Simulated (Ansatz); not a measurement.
Here is a crystal structure:

```xyz
32
Lattice="-5.5051 -5.5051 5.5051 5.5051 5.5051 5.5051 -5.5051 5.5051 -5.5051" Properties=species:S:1:pos:R:3 pbc="T T T"
Ga    0.0000    0.0000    0.0000
Ga    0.0010    8.2563    2.7517
Ga   -2.7523    5.5038   -2.7508
Ga   -0.0006    5.5056    5.5035
Ga   -2.7530    2.7517    0.0009
Ga   -0.0008    5.5039    0.0011
Ga   -0.0004    2.7518    8.2571
Ga   -2.7537   -0.0020    2.7538
Ga    0.0007    2.7515    2.7519
Ga    2.7530    5.5035    2.7531
Ga   -8.2576    2.7522    0.0009
Ga   -0.0006    0.0003    5.5044
Ga   -2.7520    8.2577    0.0009
Ga   -5.5047    2.7512    2.7528
Ga   -2.7539    5.5042    2.7531
Ga   -2.7517    2.7523    5.5060
P    -4.1291    4.1277    4.1297
P    -4.1278    1.3748    6.8814
P    -6.8809   -1.3759    1.3763
P     1.3761    4.1279    4.1290
P     4.1287    6.8811    4.1290
P    -4.1297   -1.3777    4.1297
P    -4.1290    6.8808    1.3761
P    -6.8810    4.1286   -4.1281
P    -9.6333    1.3750    1.3768
P    -6.8806    4.1282    1.3765
P    -1.3770    6.8815    4.1282
P    -4.1292    4.1277   -1.3757
P    -1.3762    6.8808   -1.3754
P    -4.1289    1.3748    1.3764
P    -1.3769    4.1281    1.3770
P    -1.3768    1.3760    4.1282
```

> Give a crystallographic description of this input.

Formula: GaP. Within 0.01 Å the space group is F-43m (No. 216), face-centred cubic: zinc blende (sphalerite type). With Z = 16, the cell contains 16 Ga, 16 P. The coordination shell of Ga holds four P in a tetrahedral arrangement at 2.38 Å. The P atoms are each bonded to four Ga in a tetrahedral arrangement at 2.38 Å. The bonds build a three-dimensional framework.

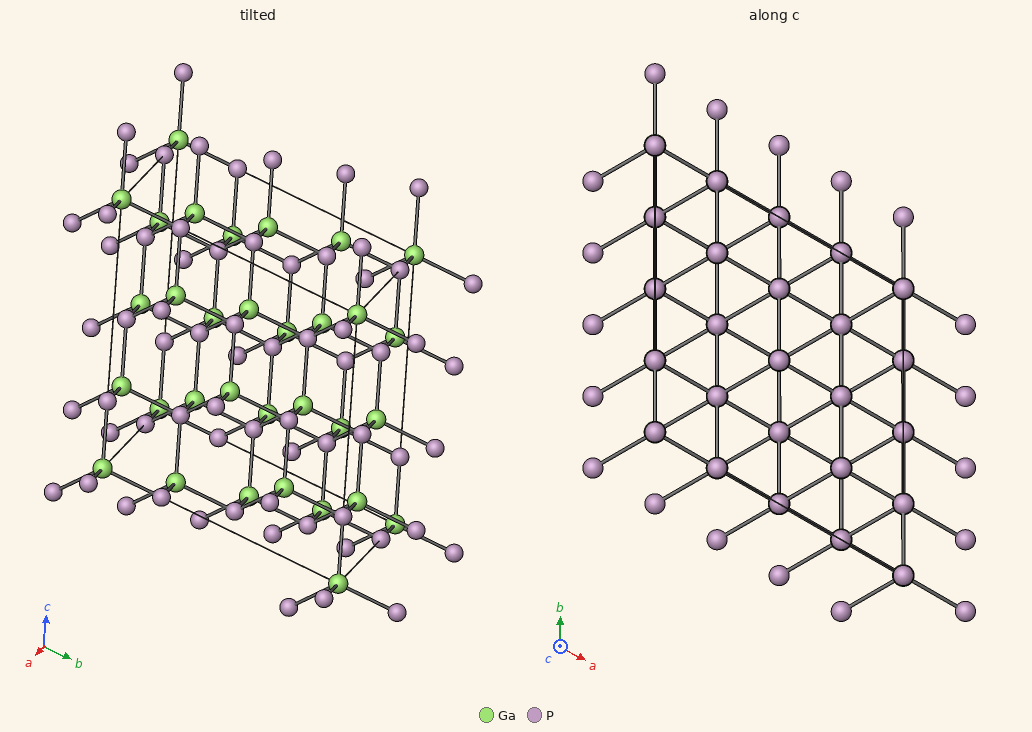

Structure drawing (ball-and-stick), viewed slightly off an axis and along the c axis. The unit cell is drawn as a box. Some neighbours outside the box are added. Colours: gallium green, phosphorus pink.

Starting structure: a structure listed in the Materials Project. The atoms were relaxed in a fixed cell with Ansatz, DFT PBE, scalar-relativistic, plane waves, PAW.
